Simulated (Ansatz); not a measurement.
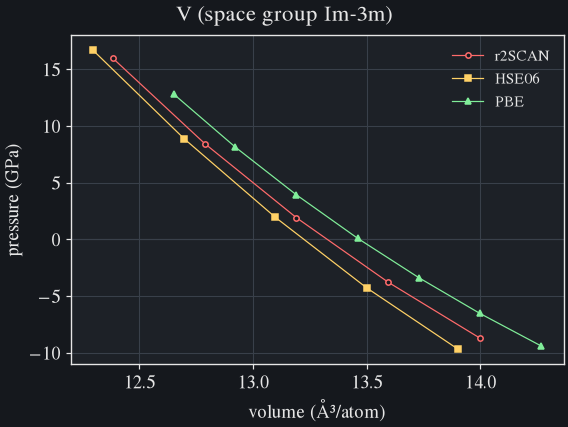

Calculation (Ansatz 0.2.0 development build): equation of state of a cubic crystal from periodic Kohn-Sham density functional theory without spin, third-order Birch-Murnaghan fit to the free energies; pressure corrected for the finite basis.

- structure type: bcc
- atoms in cell: 1
- space group number: 229
- lattice centring: body-centred primitive
- occupation method: Fermi–Dirac
- datasets: soft-1 PAW
- density tolerance: 1e−07 eV
- bands: 11
- density cutoff ratio: 4
- search for lower states: default

Caption: Pressure against volume, with one curve for each functional, for V (space group Im-3m).

Settings that differ: r2SCAN: wave cutoff 500 eV, k mesh 16×16×16, occupation width 0.1 eV; HSE06: wave cutoff 420 eV, k mesh 6×6×6, exchange singularity Wigner-Seitz, occupation width 0.1 eV; PBE: wave cutoff 420 eV, k mesh 51×51×51, occupation width 0.0612 eV.

The fitted equilibrium volumes, smallest first, are HSE06 13.22, r2SCAN 13.32, PBE 13.47 Å³/atom. The fitted bulk moduli, smallest first, are PBE 182, r2SCAN 192, HSE06 208 GPa. For r2SCAN, the pressure falls from 16.0 GPa at volume 12.38 Å³/atom to −8.7 GPa at 14.00 Å³/atom, and changes sign near 13.33 Å³/atom. For HSE06, the pressure falls from 16.7 GPa at volume 12.30 Å³/atom to −9.7 GPa at 13.90 Å³/atom, and changes sign near 13.22 Å³/atom. For PBE, the pressure falls from 12.8 GPa at volume 12.65 Å³/atom to −9.4 GPa at 14.27 Å³/atom, and changes sign near 13.47 Å³/atom.

Limits of the calculation: coarse k-mesh, values are not converged in k (HSE06).
